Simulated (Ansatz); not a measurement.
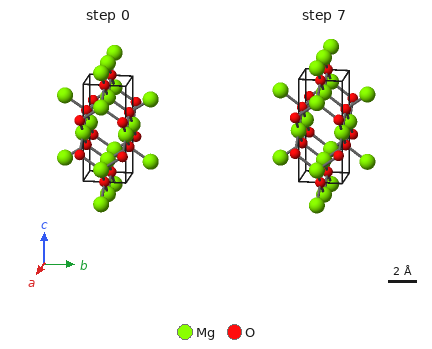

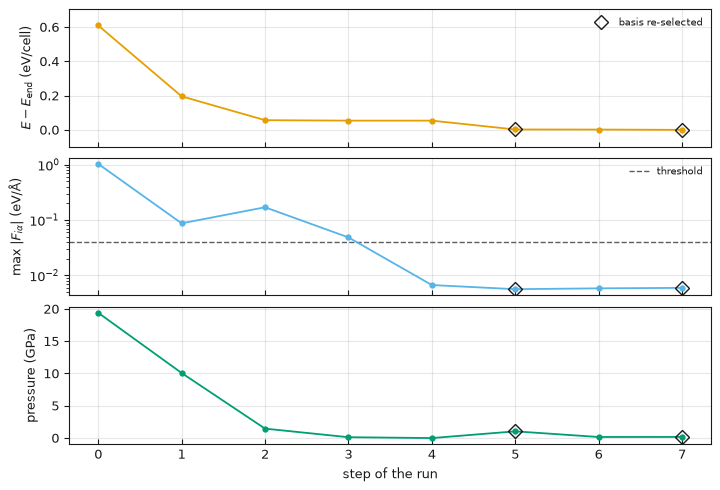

First and last geometry of a relaxation of solid MgO (a generated structure, set up in Pmmm) (coarse preliminary run), with the history of the run. The picture is a ball-and-stick view of the cell of the calculation, seen slightly off an axis.

These are results of Ansatz, DFT PBE, scalar-relativistic, plane waves, PAW, not measurements. (plane-wave cutoff 420 eV; k-point mesh 6 × 6 × 4; occupations gaussian; smearing width 0.1 eV; no spin polarisation; cell and atoms relaxed; force threshold 0.04 eV/Å; at most 70 steps)

What do the curves and the structures tell?

It converged. Over 5 accepted moves (7 points after the start) the energy falls by 0.609 eV per cell of the calculation. The largest force component goes from 1 to 0.006 eV/Å. Pressure: 19.40 GPa at the start and 0.16 GPa at the end. At 2 points the geometry stayed and the basis and grid were re-selected for the new cell (energy shift of 51.6 meV per cell of the calculation at most each time). The largest moves relative to the cell, 0.055 Å, are those of Mg atoms. By element the largest moves are Mg 0.055 Å, O 0.018 Å. The drawn cell changes as follows: a 2.821 → 2.978 Å (+5.6 %), b 3.185 → 3.232 Å (+1.5 %), c 7.358 → 7.778 Å (+5.7 %); the volume changes by +13.2 %. Among the contacts that change: Mg–O 1.912 → 2.008 Å, Mg–O 1.925 → 2.021 Å, Mg–O 1.925 → 1.996 Å, Mg–Mg 2.620 → 2.659 Å. Among the angles between lasting bonds that change: O–Mg–O 112.8° → 107.1°, Mg–O–Mg 112.8° → 107.1°, Mg–O–Mg 94.2° → 96.5°. The space group stays Pmmm (No. 47).
